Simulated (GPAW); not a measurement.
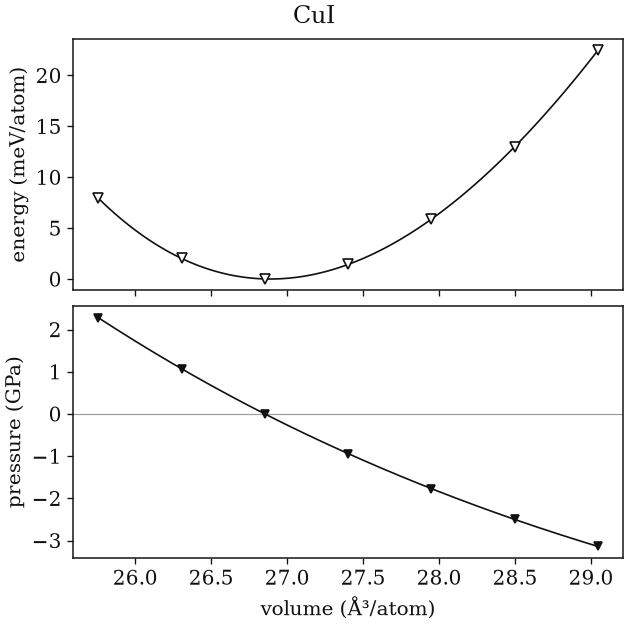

Plotted: energy and pressure against volume for CuI, space group P4/nmm (No. 129).

Cell as given: a = 4.090 Å, b = 4.090 Å, c = 6.551 Å, α = 90.00°, β = 90.00°, γ = 90.00°; 4 atoms.

Calculation (GPAW 26.7.0): PAW DFT in plane waves, on a grid or in atomic orbitals, no spin polarisation; energies at scaled volumes of the given cell, shape and fractions fixed, counted from the fit's minimum, third-order Birch-Murnaghan fit. Level: PBEsol.

```csv
setting,value
k mesh,7×7×4
occupations,Fermi–Dirac
smearing width,0.05 eV
potentials,PAW data sets made by gpaw setup for the functional
wave cutoff,600 eV
program settings,basis pw
```

> How stiff is the solid, and where is its volume at rest?

A third-order Birch–Murnaghan fit gives V0 = 26.89 Å³/atom, B0 = 48.8 GPa and B′ = 5.2.

> How does the pressure vary with volume?

It falls from 2.28 GPa at volume 25.76 Å³/atom to −3.14 GPa at 29.05 Å³/atom, and changes sign near 26.85 Å³/atom.

Caveats: shape and atomic fractions are frozen while scaling, which makes layered, chain and framework solids too stiff.
